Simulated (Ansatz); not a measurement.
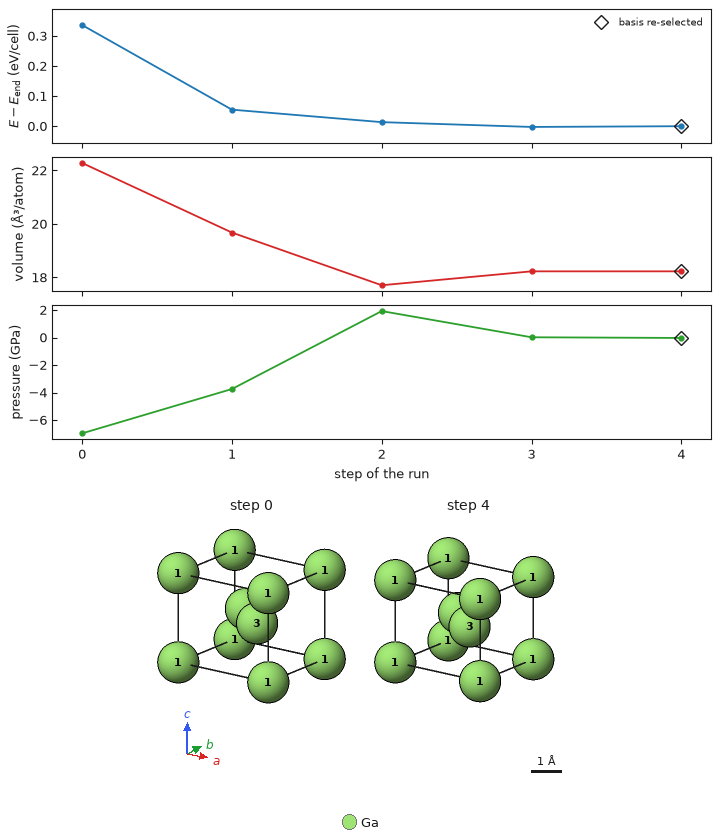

First and last geometry of a relaxation of solid Ga (built on the omega_191 type) (coarse preliminary run), with the history of the run. A spheres-only model of the cell of the calculation, seen slightly off an axis.

Case: omega type (P6/mmm, No. 191).

These are results of Ansatz 0.2.0, DFT r2SCAN, scalar-relativistic, plane waves, PAW, not measurements.

Input file:
```yaml
crystal:
  lattice:
    - [5.0119312364, 0.0, 0.0]
    - [-2.5059656182, 4.3404597727, 0.0]
    - [0.0, 0.0, 3.072531758]
  atoms:
    - { symbol: Ga, position: [0.0, 0.0, 0.0] }
    - { symbol: Ga, position: [0.3333333333, 0.6666666667, 0.5] }
    - { symbol: Ga, position: [0.6666666667, 0.3333333333, 0.5] }
basis:
  ecutwfc: 500
kpoints:
  mp_grid: { grid: [6, 6, 6] }
hamiltonian:
  xc: r2scan
scf:
  occupations: { method: gaussian, width: 0.1 }
  lower_state_search: "off"
output:
  forces: true
  stress: true
  eigenvalues: true
relax:
  adjacent_minimum: "off"
  f_tol: 0.04
  max_steps: 70
  cell: { stress_tol: 0.4 }
```

Did the run converge, and what did it change?

It converged. No atom moves by more than 0.005 Å relative to the cell. Cell: a = b 5.012 → 4.723 Å (−5.8 %), c 3.073 → 2.830 Å (−7.9 %). Volume −18.2 %. Some distances before and after: Ga1–Ga1 3.073 → 2.830 Å, Ga2–Ga3 2.894 → 2.727 Å. The space group stays P6/mmm (No. 191). The energy falls by 0.336 eV per cell of the calculation in 3 accepted moves (4 points after the start). All forces vanish by symmetry, so only the cell relaxes. The pressure goes from −6.97 to −0.03 GPa. The SCF was repeated once at an unchanged geometry on a basis and grid sized afresh for the cell, which shifted the energy by 2.5 meV per cell of the calculation at most.
